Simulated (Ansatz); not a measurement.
## Geometry relaxation, with input and output: Si₁₆C₁₅ (charge +1) (part 1 of 3)

- system: Si₁₆C₁₅ (defect cell, 31 atoms in the cell, total charge +1)
- method: DFT LDA, scalar-relativistic, plane waves, PAW, spin-polarised (Ansatz 0.2.0)

The structure derives from a Materials Project entry. It belongs to a series of runs on one base structure; here: C vacancy (site b), charge +1, atoms relaxed at the host's cell.

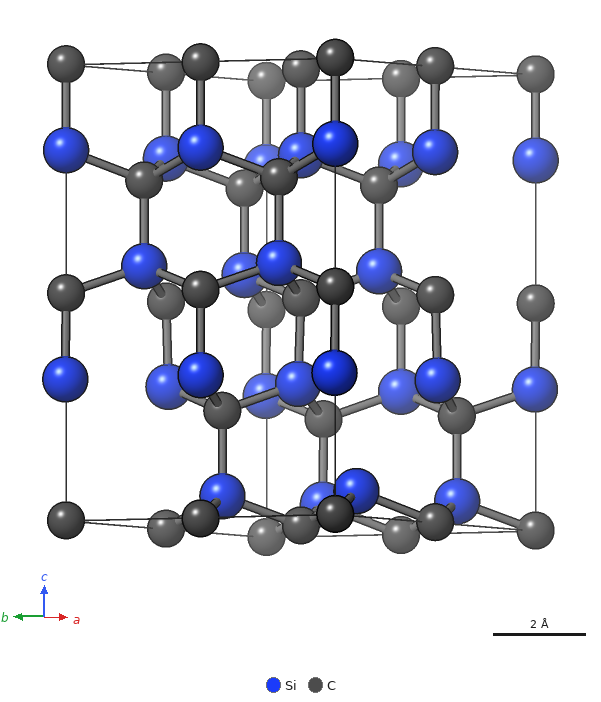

The starting structure (ball-and-stick view of the cell of the calculation, seen at an oblique angle).

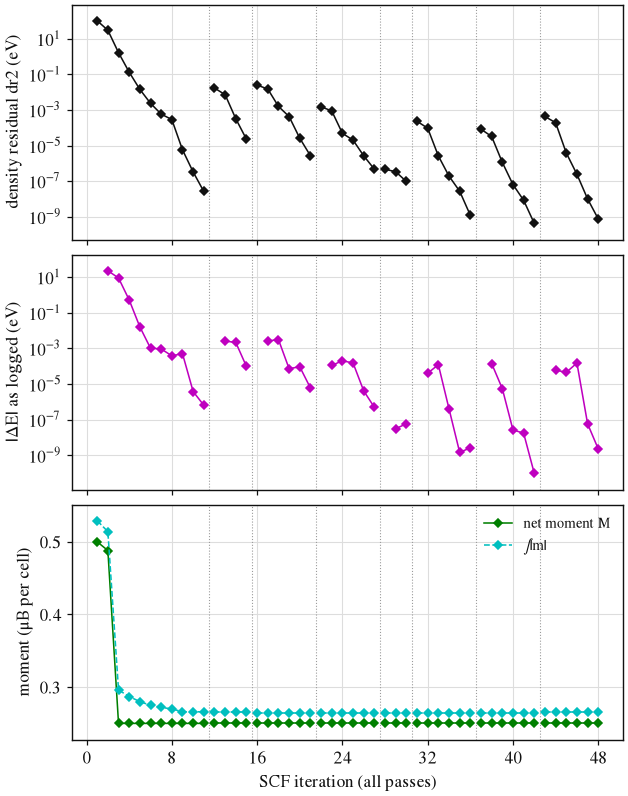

Convergence of the self-consistent field: density residual dr2, size of the energy change and magnetic moment against the SCF iteration. The dotted lines part the SCF passes of the relaxation: geometry steps, rejected trials and re-solves on a re-selected basis. The 8 passes take 3 to 11 iterations each, 48 in all. The net moment goes from 0.5 to 0.2 μB per cell.

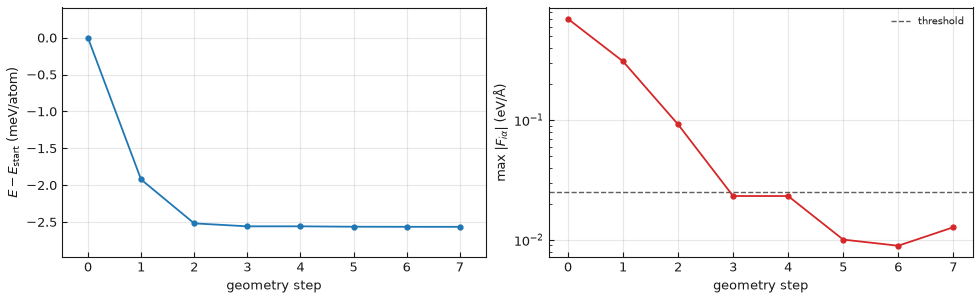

Progress of the relaxation, step by step (the first geometry is step 0 here and step 1 in the log).

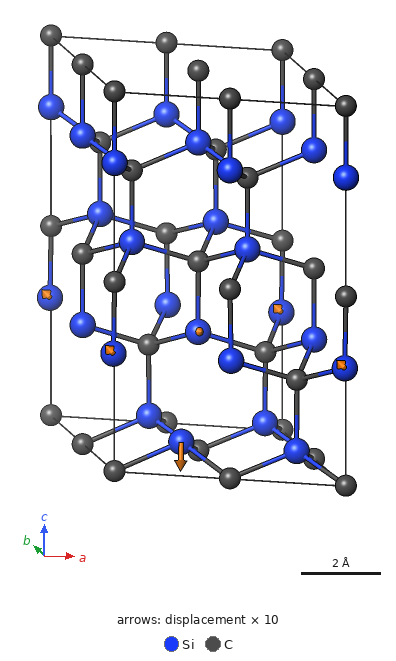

The starting structure with the displacements as orange arrows, magnified 10 times (ball-and-stick view of the cell of the calculation, seen slightly off an axis). The largest move is that of Si1, 0.078 Å. Largest moves by element: Si 0.078 Å, C 0.015 Å. The cell stays as it was. Among the contacts that change: Si1–C28 1.892 → 1.851 Å, Si9–C27 1.892 → 1.865 Å, Si12–C18 1.837 → 1.861 Å, Si13–C31 1.889 → 1.907 Å. Among the angles that change: C28–Si1–C29 107.8° → 111.1°, Si1–C31–Si13 110.3° → 107.5°, Si1–C28–Si16 109.9° → 107.3°. Over 7 geometry steps the energy falls by 2.6 meV per atom. Largest force component: 0.7 eV/Å at the start, 0.013 eV/Å at the end. (Atoms are counted from 1 in the order of the input.)

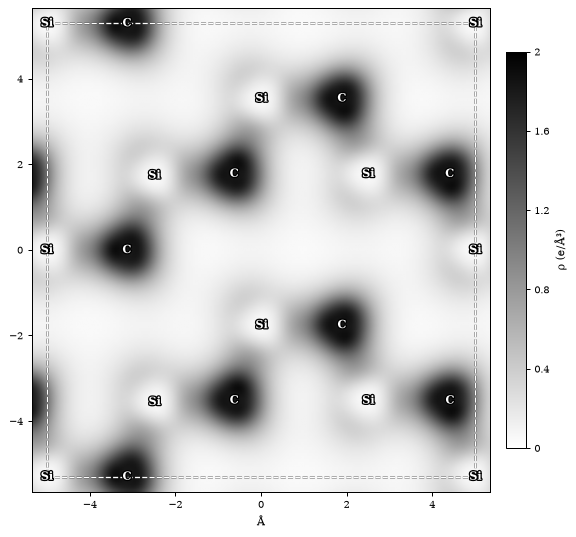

Valence electron density on the (110) plane of the calculation cell. The plane passes through Si and C nuclei. Si–C (1.88 Å): ρ is about 0.89 e/Å³ halfway. Si–C (1.88 Å): ρ is about 0.88 e/Å³ halfway. Away from the nuclei the density in this plane falls to 0.05 e/Å³ at its lowest. Core electrons are frozen (PAW), so the fields are smoothed inside the atomic spheres.

The input and output of the run follow.

Input file
```yaml
crystal:
  lattice:
    - [3.0584217931, -5.2973419482, 0.0]
    - [-6.1168435962, 5.7e-09, 0.0]
    - [0.0, 0.0, -10.0121483307]
  atoms:
    - { symbol: Si, position: [0.3364696154, 0.1722644165, 0.0660720594], spin: 0.25 }
    - { symbol: Si, position: [0.8339819514, 0.1684486063, 0.0618102164] }
    - { symbol: Si, position: [0.3327574704, 0.6672541436, 0.0618503955] }
    - { symbol: Si, position: [0.8339878594, 0.6671742394, 0.0618241926] }
    - { symbol: Si, position: [0.1672180893, 0.3340546829, 0.5622824856] }
    - { symbol: Si, position: [0.666581837, 0.3340351464, 0.5622707842] }
    - { symbol: Si, position: [0.1672560466, 0.8346385223, 0.5622513956] }
    - { symbol: Si, position: [0.6670767995, 0.8342843954, 0.5612252408] }
    - { symbol: Si, position: [-0.0039643311, 0.0003213868, 0.3105772184], spin: 0.25 }
    - { symbol: Si, position: [0.503169526, -0.0053929491, 0.3123846305], spin: 0.25 }
    - { symbol: Si, position: [0.0003807083, 0.5009123761, 0.3126757983] }
    - { symbol: Si, position: [0.5022969891, 0.5126121369, 0.3120511888], spin: 0.25 }
    - { symbol: Si, position: [0.4996985734, 0.4997847528, 0.8128559145] }
    - { symbol: Si, position: [1.0002542291, 0.5009126057, 0.8114838089] }
    - { symbol: Si, position: [0.4996629454, 1.0015205485, 0.8128181911] }
    - { symbol: Si, position: [1.0013670438, 1.0014381511, 0.8128367351] }
    - { symbol: C, position: [0.8353354438, 0.1708376068, 0.2489242953] }
    - { symbol: C, position: [0.3303866789, 0.6661087383, 0.2489418041] }
    - { symbol: C, position: [0.8354120393, 0.6659640418, 0.2489271301] }
    - { symbol: C, position: [0.1670413481, 0.3340982922, 0.7505378623] }
    - { symbol: C, position: [0.6666766852, 0.3341379613, 0.7505271241] }
    - { symbol: C, position: [0.1670429818, 0.834476398, 0.7505041861] }
    - { symbol: C, position: [0.6669379543, 0.8342976154, 0.7511492234] }
    - { symbol: C, position: [0.4999221433, 0.5000703845, 0.4995816033] }
    - { symbol: C, position: [1.0003413634, 0.5008955736, 0.499937403] }
    - { symbol: C, position: [0.4999740122, 1.0013102322, 0.4995802818] }
    - { symbol: C, position: [1.0013179109, 1.001368056, 0.4994980691] }
    - { symbol: C, position: [0.000774446, 0.001204769, 1.0014657415] }
    - { symbol: C, position: [0.4998869903, 0.0013206769, 1.0014854202] }
    - { symbol: C, position: [0.0002529295, 0.5009555694, 0.998638476] }
    - { symbol: C, position: [0.4999078289, 0.5003509005, 1.0015380356] }
  host:
    lattice:
      - [3.0584217981, -2.9e-09, 0.0]
      - [-1.5292108966, 2.6486709741, 0.0]
      - [0.0, 0.0, 10.0121483307]
    atoms:
      - { symbol: Si, position: [0.6666666667, 0.3333333333, 0.9378414607] }
      - { symbol: Si, position: [0.3333333333, 0.6666666667, 0.4378414607] }
      - { symbol: Si, position: [0.0, 0.0, 0.6879005828] }
      - { symbol: Si, position: [0.0, 0.0, 0.1879005828] }
      - { symbol: C, position: [0.6666666667, 0.3333333333, 0.7498077819] }
      - { symbol: C, position: [0.3333333333, 0.6666666667, 0.2498077819] }
      - { symbol: C, position: [0.0, 0.0, 0.5004491746] }
      - { symbol: C, position: [0.0, 0.0, 0.0004491746] }
total_charge: 1
basis:
  ecutwfc: 420
  xc_grid: 2
kpoints:
  mp_grid: { grid: [2, 2, 2], shift: [0.0, 0.0, 0.0] }
hamiltonian:
  xc: lda
scf:
  occupations: { method: gaussian, width: 0.01 }
output:
  forces: true
  stress: false
  eigenvalues: true
  populations: true
  charged_corrections:
    defect_position: [0.33333333, 0.16666667, 0.25019222]
    epsilon: [[10.2735, 0.0, 0.0], [0.0, 10.2735, 0.0], [0.0, 0.0, 10.9573]]
  write_density: true
  write_potential: true
  elf: true
  volumetric_format: npy
magnetization:
  spin_polarized: true
relax:
  adjacent_minimum: "off"
  f_tol: 0.025
  max_steps: 45
```

Launched with:
```bash
ansatz run input.yaml --threads 4 --pin off --max-ram 8192MiB --backend cpu --events-out ev --progress --plain --runs-dir out
```

Output
```
Engine: ansatz 0.2.0, aarch64-unknown-linux-gnu
Pseudopotentials: kind: paw
Pseudopotential: Si, paw, valence charge 4, recommended cutoff 420 eV (normal), Si.paw.azcp
Pseudopotential: C, paw, valence charge 4, recommended cutoff 420 eV (normal), C.paw.azcp
Functional definition: SPW92
  exchange = slater_x
  correlation = pw_c
Crystal: 31 atoms, lattice volume = 324.424 Å³
Basis set: ecut = 420 eV, 6339 PW (Γ), exchange–correlation on 90×90×144 points (8 copies of the dense FFT grid, shifted against one another)
Bands: 93, of which v1, the nominal top of the filled ones, is band 62 counted from 1 (61 counted from 0)
Symmetry: 1 space group operations
Space group: P1 (ITA 1), of the structure as read, at distance tolerance 6.9e-5 Å
Magnetic group: BNS 1.1 (UNI 1), of the structure as read, at distance tolerance 6.9e-5 Å
k-points: 8
Non-local potential: Si, projectors of the file, l = 0: 2, l = 1: 2, l = 2: 2
Non-local potential: C, projectors of the file, l = 0: 2, l = 1: 2, l = 2: 1
PAW form: soft (Blöchl's): semilocal exchange-correlation on the pseudo side does not see the compensation charge
PAW frozen core: Si, regenerated for the run's functional, and the local potential with it (the file was generated under x = pbe(κ = 0.804, μ = 0.2195149727645171), c = pbe(β = 0.06672455060314922))
PAW frozen core: C, regenerated for the run's functional, and the local potential with it (the file was generated under x = pbe(κ = 0.804, μ = 0.2195149727645171), c = pbe(β = 0.06672455060314922))
PAW one-centre angular grid: Si, 110 points (default); XC on 64 Gauss nodes
PAW one-centre angular grid: C, 110 points (default); XC on 64 Gauss nodes
Initial density: superposition of atomic densities (chi_scale 0.1, normalization cell)
Starting moments: Σ|m| = 1 μB on 4 of 31 sites
Initial wavefunctions: pseudopotential atomic-orbital guess
Functional: x = slater, c = lda
SCF iter   1: F=—  HF=-13430.046026 eV  |F-HF|=—  |Δ(HF+E_count)|=         —  Δρ=7.88e-2 (↑7.87e-2 ↓7.88e-2)  dr2=1.02e2  dr2_m=1.38e-2  M=0.500 μB ∫|m|=0.529 μB  β_m=0.30  ethr=3.10e-3  ⟨swp⟩=6.0  Hψ=6652  notcnv=0  defer=167
preconditioner: auto → Resta (q_TF=auto, 2.321 Å⁻¹)  ε∞=4.2  [insulator: Δε(μ)=0.040 eV  Ē_g=12.750 eV  σ=0.010 eV  W_gap=1.00  n_scr=66 (ndim 8)  ℏωp=22.9 eV  f_vac=0.000  D(μ)=0.24/eV (n_scr^D=0)  ε∞_Penn≈4.2]
spin=Collinear: Resta preconditioning applied to the charge; magnetization (m = ρ↑ − ρ↓) channel mixes plain (no charge-response kernel on spin).
SCF iter   2: F=—  HF=-13407.501354 eV  |F-HF|=—  |Δ(HF+E_count)|=    2.25e1  Δρ=4.24e-2 (↑4.24e-2 ↓4.24e-2)  dr2=2.98e1  dr2_m=7.58e-3  M=0.488 μB ∫|m|=0.514 μB  β_m=0.30  ethr=3.10e-3  ⟨swp⟩=3.0  Hψ=2927  notcnv=0  defer=386
SCF iter   3: F=—  HF=-13398.663514 eV  |F-HF|=—  |Δ(HF+E_count)|=    8.84e0  Δρ=1.46e-2 (↑1.44e-2 ↓1.46e-2)  dr2=1.65e0  dr2_m=7.02e-3  M=0.250 μB ∫|m|=0.296 μB  β_m=0.30  ethr=3.10e-3  ⟨swp⟩=3.2  Hψ=2781  notcnv=0  defer=386
SCF iter   4: F=—  HF=-13398.144579 eV  |F-HF|=—  |Δ(HF+E_count)|=   5.19e-1  Δρ=3.88e-3 (↑3.75e-3 ↓3.88e-3)  dr2=1.32e-1  dr2_m=3.62e-3  M=0.250 μB ∫|m|=0.287 μB  β_m=0.30  ethr=1.34e-3  ⟨swp⟩=2.4  Hψ=1853  notcnv=0  defer=382
SCF iter   5: F=—  HF=-13398.128500 eV  |F-HF|=—  |Δ(HF+E_count)|=   1.61e-2  Δρ=1.42e-3 (↑1.42e-3 ↓1.41e-3)  dr2=1.43e-2  dr2_m=1.95e-3  M=0.250 μB ∫|m|=0.280 μB  β_m=0.30  ethr=1.08e-4  ⟨swp⟩=3.2  Hψ=2215  notcnv=0  defer=382
SCF iter   6: F=—  HF=-13398.127480 eV  |F-HF|=—  |Δ(HF+E_count)|=   1.02e-3  Δρ=7.88e-4 (↑7.35e-4 ↓7.88e-4)  dr2=2.36e-3  dr2_m=1.06e-3  M=0.250 μB ∫|m|=0.275 μB  β_m=0.30  ethr=1.17e-5  ⟨swp⟩=3.2  Hψ=2129  notcnv=0  defer=382
SCF iter   7: F=—  HF=-13398.128411 eV  |F-HF|=—  |Δ(HF+E_count)|=   9.30e-4  Δρ=5.34e-4 (↑5.26e-4 ↓5.34e-4)  dr2=5.84e-4  dr2_m=5.81e-4  M=0.250 μB ∫|m|=0.272 μB  β_m=0.30  ethr=1.92e-6  ⟨swp⟩=2.4  Hψ=2254  notcnv=0  defer=382
Mixer restart at iter 7: flushing history
spin-set hold released at iteration 7 (site moments contracting): the magnetisation degrees of freedom join the quasi-Newton model from the next iteration; the mixer history was flushed
SCF iter   8: F=—  HF=-13398.128794 eV  |F-HF|=—  |Δ(HF+E_count)|=   3.83e-4  Δρ=3.92e-4 (↑3.92e-4 ↓3.90e-4)  dr2=2.89e-4  dr2_m=3.19e-4  M=0.250 μB ∫|m|=0.270 μB  β_m=0.65  ethr=4.74e-7  ⟨swp⟩=1.3  Hψ=1134  notcnv=0  defer=382
SCF iter   9: F=—  HF=-13398.129299 eV  |F-HF|=—  |Δ(HF+E_count)|=   5.06e-4  Δρ=4.36e-5 (↑3.42e-5 ↓4.36e-5)  dr2=5.79e-6  dr2_m=3.58e-6  M=0.250 μB ∫|m|=0.266 μB  β_m=0.66  ethr=2.35e-7  ⟨swp⟩=2.0  Hψ=2096  notcnv=0  defer=382
SCF iter  10: F=—  HF=-13398.129303 eV  |F-HF|=—  |Δ(HF+E_count)|=   3.80e-6  Δρ=1.57e-5 (↑1.57e-5 ↓1.48e-5)  dr2=3.29e-7  dr2_m=6.19e-7  M=0.250 μB ∫|m|=0.266 μB  β_m=0.83  ethr=4.71e-9  ⟨swp⟩=22.2  Hψ=14897  notcnv=0
SCF iter  11: F=-13398.129304 eV  HF=-13398.129304 eV  |F-HF|=8.50e-9  |Δ(HF+E_count)|=   6.50e-7  Δρ=2.51e-6 (↑2.51e-6 ↓1.70e-6)  dr2=2.64e-8  dr2_m=9.14e-9  M=0.250 μB ∫|m|=0.266 μB  ethr=2.68e-10  ⟨swp⟩=8.9  Hψ=8348  notcnv=0
SCF 1 converged in 11 iterations: F = -13398.129304 eV  dr2 = 2.64e-8
  greatest PAW one-centre occupation: 0.647 electrons in one spin orbital (limit 2), on the C atom at site 17 (counted from 0), in its partial waves of l = 0
relax step   1: F+E_penalty+E_count = -13398.12930379 eV  Δ(F+E_penalty+E_count) = +0.000e0 eV  max|allowed force component| = 7.005e-1 eV/Å  Δτ_max = 0.0000 Å  (11 SCF iters, dr2 threshold 1.56e-5 eV, accepted)
Initial density: handed on by an earlier stage of this run
Starting moments: Σ|m| = 1 μB on 4 of 31 sites; this step starts from the density that it was given
Initial wavefunctions: those handed on with the density
iter 1 solved again at ethr=1.40e-5 eV; its pass at ethr=3.10e-3 eV (dr2=1.72e-2 eV) is discarded
SCF iter   1: F=—  HF=-13398.193727 eV  |F-HF|=—  |Δ(HF+E_count)|=         —  Δρ=8.92e-4 (↑8.92e-4 ↓8.68e-4)  dr2=1.70e-2  dr2_m=1.87e-5  M=0.250 μB ∫|m|=0.266 μB  β_m=0.30  ethr=1.40e-5  ⟨swp⟩=2.0  Hψ=4331  notcnv=0  defer=365
preconditioner: auto → Resta (q_TF=auto, 2.321 Å⁻¹)  ε∞=4.9  [insulator: Δε(μ)=0.035 eV  Ē_g=11.634 eV  σ=0.010 eV  W_gap=0.99  n_scr=66 (ndim 8)  ℏωp=22.9 eV  f_vac=0.000  D(μ)=0.65/eV (n_scr^D=0)  ε∞_Penn≈4.9]
spin=Collinear: Resta preconditioning applied to the charge; magnetization (m = ρ↑ − ρ↓) channel mixes plain (no charge-response kernel on spin).
SCF iter   2: F=—  HF=-13398.191148 eV  |F-HF|=—  |Δ(HF+E_count)|=   2.58e-3  Δρ=6.14e-4 (↑6.14e-4 ↓5.98e-4)  dr2=7.18e-3  dr2_m=1.04e-5  M=0.250 μB ∫|m|=0.266 μB  β_m=0.58  ethr=1.38e-5  ⟨swp⟩=1.6  Hψ=1138  notcnv=0  defer=365
SCF iter   3: F=—  HF=-13398.189005 eV  |F-HF|=—  |Δ(HF+E_count)|=   2.14e-3  Δρ=1.43e-4 (↑1.43e-4 ↓1.40e-4)  dr2=3.20e-4  dr2_m=6.01e-7  M=0.250 μB ∫|m|=0.266 μB  β_m=0.66  ethr=5.84e-6  ⟨swp⟩=3.0  Hψ=1934  notcnv=0  defer=365
SCF iter   4: F=-13398.188895 eV  HF=-13398.188908 eV  |F-HF|=1.32e-5  |Δ(HF+E_count)|=   9.69e-5  Δρ=3.55e-5 (↑3.49e-5 ↓3.55e-5)  dr2=2.26e-5  dr2_m=2.67e-8  M=0.250 μB ∫|m|=0.266 μB  ethr=2.49e-8  ⟨swp⟩=17.8  Hψ=14212  notcnv=0
SCF 2 converged in 4 iterations: F = -13398.188895 eV  dr2 = 2.26e-5
[... from here on the iterations of each SCF are left out, up to the last one ...]
relax step   2: F+E_penalty+E_count = -13398.18889506 eV  Δ(F+E_penalty+E_count) = -5.959e-2 eV  max|allowed force component| = 3.098e-1 eV/Å  Δτ_max = 0.0419 Å  (4 SCF iters, dr2 threshold 3.07e-5 eV, accepted)
preconditioner: auto → Kerker (q_TF=auto, 2.321 Å⁻¹)  [metal: Δε(μ)=0.006 eV  Ē_g=11.636 eV  σ=0.010 eV  W_gap=0.31  n_scr=66 (ndim 8)  ℏωp=22.9 eV  f_vac=0.000  D(μ)=17.65/eV (n_scr^D=148)]
spin=Collinear: Kerker preconditioning applied to the charge; magnetization (m = ρ↑ − ρ↓) channel mixes plain (no charge-response kernel on spin).
SCF 3 converged in 6 iterations: F = -13398.207356 eV  dr2 = 2.69e-6
relax step   3: F+E_penalty+E_count = -13398.20735581 eV  Δ(F+E_penalty+E_count) = -1.846e-2 eV  max|allowed force component| = 9.225e-2 eV/Å  Δτ_max = 0.0202 Å  (6 SCF iters, dr2 threshold 6.00e-6 eV, accepted)
preconditioner: auto → Kerker (q_TF=auto, 2.321 Å⁻¹)  [metal: Δε(μ)=0.010 eV  Ē_g=11.639 eV  σ=0.010 eV  W_gap=0.49  n_scr=66 (ndim 8)  ℏωp=22.9 eV  f_vac=0.000  D(μ)=15.10/eV (n_scr^D=134)]
spin=Collinear: Kerker preconditioning applied to the charge; magnetization (m = ρ↑ − ρ↓) channel mixes plain (no charge-response kernel on spin).
SCF 4 converged in 6 iterations: F = -13398.208606 eV  dr2 = 4.69e-7
relax step   4: F+E_penalty+E_count = -13398.20860586 eV  Δ(F+E_penalty+E_count) = -1.250e-3 eV  max|allowed force component| = 2.329e-2 eV/Å  Δτ_max = 0.0142 Å  (6 SCF iters, dr2 threshold 7.55e-7 eV, accepted)
preconditioner: auto → Kerker (q_TF=auto, 2.321 Å⁻¹)  [metal: Δε(μ)=0.010 eV  Ē_g=11.639 eV  σ=0.010 eV  W_gap=0.49  n_scr=66 (ndim 8)  ℏωp=22.9 eV  f_vac=0.000  D(μ)=15.23/eV (n_scr^D=134)]
spin=Collinear: Kerker preconditioning applied to the charge; magnetization (m = ρ↑ − ρ↓) channel mixes plain (no charge-response kernel on spin).
SCF 5 converged in 3 iterations: F = -13398.208606 eV  dr2 = 9.63e-8
relax step   5: F+E_penalty+E_count = -13398.20860609 eV  Δ(F+E_penalty+E_count) = -2.227e-7 eV  max|allowed force component| = 2.328e-2 eV/Å  Δτ_max = 0.0000 Å  (3 SCF iters, accepted)
preconditioner: auto → Resta (q_TF=auto, 2.321 Å⁻¹)  ε∞=4.9  [insulator: Δε(μ)=0.013 eV  Ē_g=11.640 eV  σ=0.010 eV  W_gap=0.61  n_scr=66 (ndim 8)  ℏωp=22.9 eV  f_vac=0.000  D(μ)=12.85/eV (n_scr^D=98)  ε∞_Penn≈4.9]
spin=Collinear: Resta preconditioning applied to the charge; magnetization (m = ρ↑ − ρ↓) channel mixes plain (no charge-response kernel on spin).
SCF 6 converged in 6 iterations: F = -13398.208768 eV  dr2 = 1.22e-9
relax step   6: F+E_penalty+E_count = -13398.20876804 eV  Δ(F+E_penalty+E_count) = -1.620e-4 eV  max|allowed force component| = 1.008e-2 eV/Å  Δτ_max = 0.0024 Å  (6 SCF iters, accepted)
preconditioner: auto → Resta (q_TF=auto, 2.321 Å⁻¹)  ε∞=4.9  [insulator: Δε(μ)=0.016 eV  Ē_g=11.639 eV  σ=0.010 eV  W_gap=0.73  n_scr=66 (ndim 8)  ℏωp=22.9 eV  f_vac=0.000  D(μ)=10.22/eV (n_scr^D=72)  ε∞_Penn≈4.9]
spin=Collinear: Resta preconditioning applied to the charge; magnetization (m = ρ↑ − ρ↓) channel mixes plain (no charge-response kernel on spin).
SCF 7 converged in 6 iterations: F = -13398.208805 eV  dr2 = 4.25e-10
relax step   7: F+E_penalty+E_count = -13398.20880497 eV  Δ(F+E_penalty+E_count) = -3.693e-5 eV  max|allowed force component| = 8.957e-3 eV/Å  Δτ_max = 0.0014 Å  (6 SCF iters, accepted)
```
